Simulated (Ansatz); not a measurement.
**A series of single points on Cd**

System: Cd (4 atoms in the cell).
Method: Kohn-Sham DFT of a periodic cell, PBE, Ansatz PAW, no spin polarisation (Ansatz 0.2.0).

The 6 runs differ only in the geometry, by an even scaling of the cell at fixed fractional positions. The structure derives from a Materials Project entry.

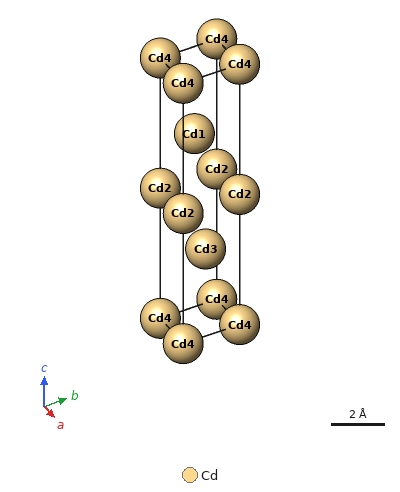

Figure 1. The structure of run 4 (spheres-only view of the cell of the calculation, seen at an oblique angle; atoms are numbered from 1 in the order of the input).

## Input of run 4
```yaml
crystal:
  lattice:
    - [3.113552126, 0.0, 0.0]
    - [-1.556776063, 2.6964152371, 0.0]
    - [0.0, 0.0, 10.4998167014]
  atoms:
    - { symbol: Cd, position: [0.6666666667, 0.3333333333, 0.75] }
    - { symbol: Cd, position: [0.0, 0.0, 0.5] }
    - { symbol: Cd, position: [0.3333333333, 0.6666666667, 0.25] }
    - { symbol: Cd, position: [0.0, 0.0, 0.0] }
hamiltonian:
  xc: pbe
  pseudopotentials: { kind: paw }
kpoints:
  mp_grid: { grid: [10, 10, 3] }
scf:
  occupations: { method: fermi_dirac, width: 0.05 }
output:
  forces: true
  stress: true
  eigenvalues: true
```

Command:
```bash
ansatz run input.yaml --threads 2 --pin off --max-ram 5120MiB --backend cpu --events-out ev --progress --plain --runs-dir out
```

Lattice vectors (Å) and fractional positions of run 4:
```
   3.113552    0.000000    0.000000
  -1.556776    2.696415    0.000000
   0.000000    0.000000   10.499817
Cd  0.666667  0.333333  0.750000
Cd  0.000000  0.000000  0.500000
Cd  0.333333  0.666667  0.250000
Cd  0.000000  0.000000  0.000000
```

Run 2 differs from it as follows:
```diff
-    - [3.113552126, 0.0, 0.0]
-    - [-1.556776063, 2.6964152371, 0.0]
-    - [0.0, 0.0, 10.4998167014]
+    - [3.0512643016, 0.0, 0.0]
+    - [-1.5256321508, 2.6424723989, 0.0]
+    - [0.0, 0.0, 10.289763774]
```

## Results, with one run withheld

| run | volume per atom (Å³) | free energy per atom, from the lowest run given (meV) | pressure (GPa) |
| --- | --- | --- | --- |
| 1 | 20.309 | 47.04 | 6.85 |
| 2 | 20.741 | ? | ? |
| 3 | 21.606 | 9.50 | 2.69 |
| 4 | 22.038 | 3.74 | 1.62 |
| 5 | 22.470 | 0.67 | 0.67 |
| 6 | 22.902 | 0.00 | −0.16 |

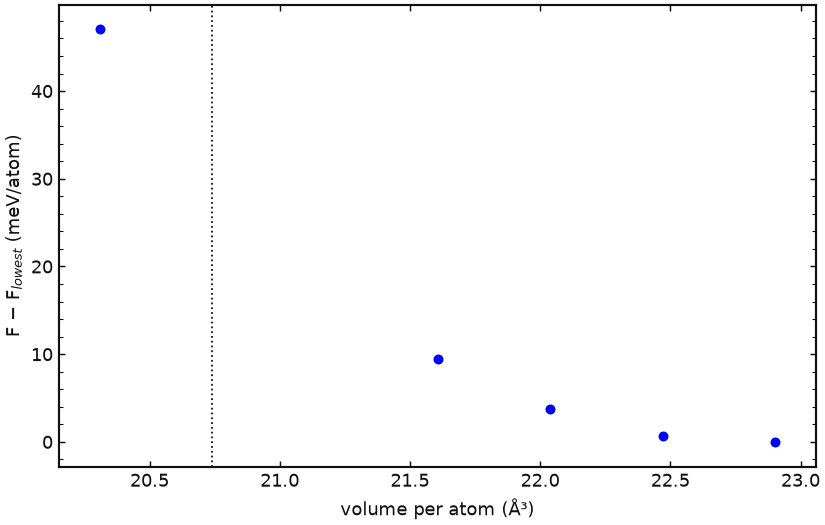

Figure 2. Free energy per atom of the runs given; the dotted line marks run 2.

Fit the runs given and predict run 2.

A cubic polynomial in V^(−2/3) (the Birch–Murnaghan form), fitted to the 5 runs given, misses them by at most 0.01 meV per atom. With x = V^(−2/3) − 0.12801 Å⁻², it reads F = 6.0986 + 3359.5 x + 4.71e+05 x² + 3.1402e+06 x³ (meV per atom). At run 2 it gives 30.72 meV per atom, and the run itself gives 30.71. The slope of the fit gives a pressure −dF/dV of 5.28 GPa there, and the run prints 5.28 GPa. The fit has its minimum at 22.817 Å³ per atom, where V d²F/dV² gives 42.1 GPa. Cell shape and fractional positions are held, so this is the stiffness under even scaling; the relaxed bulk modulus wasn't computed.

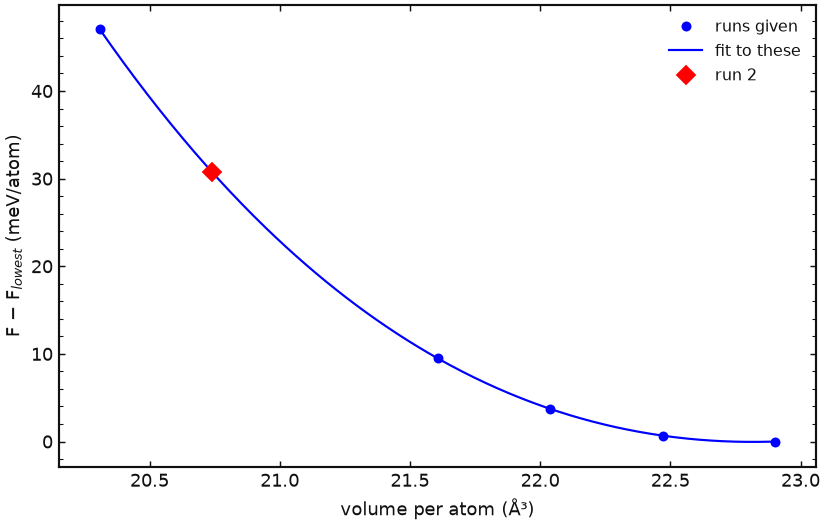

Figure 3. The fit and the withheld run.

## Output, shortened to warnings, some set-up lines, iterations and results (run 2)
```
Basis set: ecut = 420 eV, 1583 PW (Γ), exchange–correlation on 48×48×144 points (8 copies of the dense FFT grid, shifted against one another)
Symmetry: 24 space group operations
k-points: 28 of 300
Initial density: superposition of atomic densities (neutral atoms: chi_scale 0, normalization atom), corrected by the library's trained network
[...]
SCF iter   1: F=—  HF=-33017.666614 eV  |F-HF|=—  |Δ(HF+E_count)|=         —  Δρ=1.06e-3  dr2=2.21e-3  ethr=1.77e-3  ⟨swp⟩=6.5  Hψ=4731  notcnv=0  defer=7
SCF iter   2: F=—  HF=-33017.667424 eV  |F-HF|=—  |Δ(HF+E_count)|=   8.10e-4  Δρ=6.77e-4  dr2=1.08e-3  ethr=2.77e-6  ⟨swp⟩=2.2  Hψ=2056  notcnv=0  defer=18
SCF iter   3: F=—  HF=-33017.667266 eV  |F-HF|=—  |Δ(HF+E_count)|=   1.58e-4  Δρ=1.58e-4  dr2=8.95e-5  ethr=1.35e-6  ⟨swp⟩=2.0  Hψ=1365  notcnv=0  defer=18
SCF iter   4: F=—  HF=-33017.667261 eV  |F-HF|=—  |Δ(HF+E_count)|=   4.64e-6  Δρ=6.89e-5  dr2=4.98e-6  ethr=1.12e-7  ⟨swp⟩=2.0  Hψ=1392  notcnv=0  defer=18
SCF iter   5: F=—  HF=-33017.667261 eV  |F-HF|=—  |Δ(HF+E_count)|=   2.46e-7  Δρ=1.78e-5  dr2=2.60e-7  ethr=6.22e-9  ⟨swp⟩=2.1  Hψ=1958  notcnv=0  defer=18
SCF iter   6: F=-33017.667261 eV  HF=-33017.667261 eV  |F-HF|=7.99e-9  |Δ(HF+E_count)|=  3.86e-10  Δρ=4.86e-6  dr2=1.78e-8  ethr=1.25e-10  ⟨swp⟩=8.3  Hψ=5044  notcnv=0
SCF 1 converged in 6 iterations: F = -33017.667261 eV  dr2 = 1.78e-8
SCF converged after 6 iterations
Free energy (F): -33017.667261 eV
Harris-Foulkes:  -33017.667261 eV  (|F-HF|=7.99e-9)
Internal energy: -33017.652728 eV  (E = F + TS)
E sigma→0 (E₀):  -33017.659995 eV
Entropy (-TS):   -0.014534 eV (-3.633 meV/atom)
Fermi energy:    15.701915 eV
--- Per-component energies (eV) ---
  E_band       = -1519.890231
  E_kinetic    = 2021.491842
  E_local      = -11416.697615  (includes V_loc(G=0)·N_el)
  E_nonlocal   = 127.989066
  E_hartree    = 5395.142735
  E_xc         = -710.206256
  E_vxc        = -891.043952  (∫ρ·V_xc dr)
  E_paw        = -16327.542750  (= ΣΔE_a)
  E_vpaw       = -2151.906555  (= ΣTr[D̂ρ^β])
  E_aug_tail   = 0.000053  (compensation charges beyond the density's cutoff)
  E_ewald      = -12107.829804
  E_smearing   = -0.014534  (= −TS)
  E_closure    = 0.000000  (closes the sum)
  Σ components = -33017.667261   (vs F -33017.667261, Δ=0.00e0)
--- Forces (eV/Å), atoms counted from 1 ---
  atom   1  Cd    -0.00000000     0.00000000     0.00000000
  atom   2  Cd     0.00000000    -0.00000000     0.00000000
  atom   3  Cd    -0.00000000    -0.00000000    -0.00000000
  atom   4  Cd     0.00000000    -0.00000000    -0.00000000
  max |Σ_I F_I| component: 9.25e-17 eV/Å
--- Stress (GPa, compression-positive) ---
        5.296924       0.000000       0.000000
       -0.000000       5.296924      -0.000000
        0.000000      -0.000000       5.260225
  P = ⅓ Tr σ = 5.2847 GPa (52.847 kbar)
```
